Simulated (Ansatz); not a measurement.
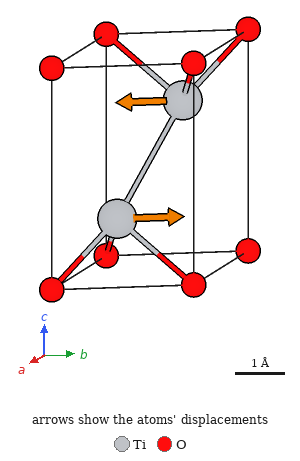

The lowest optical mode of crystalline Ti₂O, space group P-3m1 (No. 164), at the zone centre. Displacements are drawn as orange arrows; their common scale and sign are arbitrary. The picture is a ball-and-stick view of the cell of the calculation, seen slightly off an axis.

All numbers below come from Ansatz 0.2.0, DFT PBEsol, scalar-relativistic, plane waves, PAW. (plane-wave cutoff 420 eV; k-point mesh 18 × 18 × 10; occupations fermi dirac; smearing width 0.15 eV; no spin polarisation)

The frequencies depend somewhat on the k-mesh and the smearing.

Q: Is the structure stable against all modes at this point?

A: Yes: this softest mode has a real frequency, and so have all others here. That speaks for this wave vector alone: the rest of the zone wasn't checked in this run. This is the E_g mode (doubly degenerate; one member of the set is drawn) at 19.8 meV, the lowest optical level, Raman-active by symmetry. The O atoms stay at rest; all motion is along b; atoms of one kind move against one another, with no net shift of their sublattice.
